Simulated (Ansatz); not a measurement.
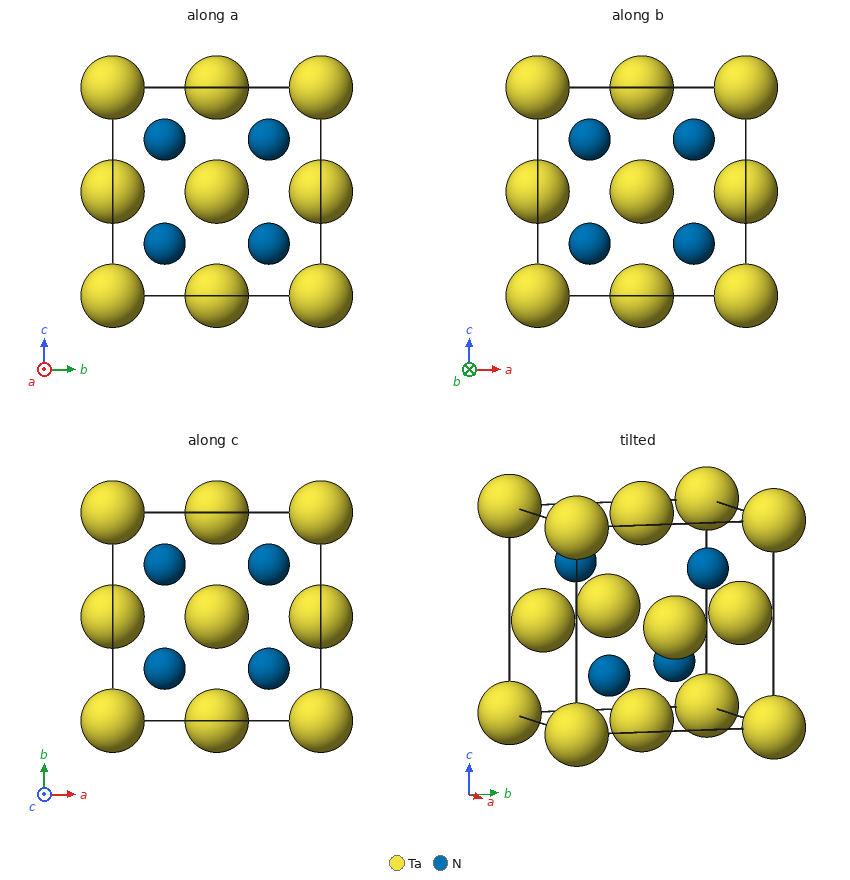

Spheres-only model, viewed along the a axis, along the b axis, along the c axis and slightly off an axis. Thin lines show the conventional unit cell, with boundary atoms drawn in all their periodic places.

Lattice parameters: a = 4.733 Å, b = 4.733 Å, c = 4.733 Å, α = 90.00°, β = 90.00°, γ = 90.00°. Put a along x and b in the xy plane.

Express the structure as a POSCAR file.

```
Ta N
1.0
     4.733    0.000    0.000
     0.000    4.733    0.000
     0.000    0.000    4.733
Ta N
4 4
Direct
  0.0000 0.0000 0.0000
  0.0000 0.5000 0.5000
  0.5000 0.0000 0.5000
  0.5000 0.5000 0.0000
  0.2500 0.2500 0.7500
  0.2500 0.7500 0.2500
  0.7500 0.2500 0.2500
  0.7500 0.7500 0.7500
```

The structure was taken from a structure type filled with these elements by a generator (whether the compound takes this form wasn't checked). The cell was then strained or its atoms displaced on purpose. A calculation with Ansatz used it as input.
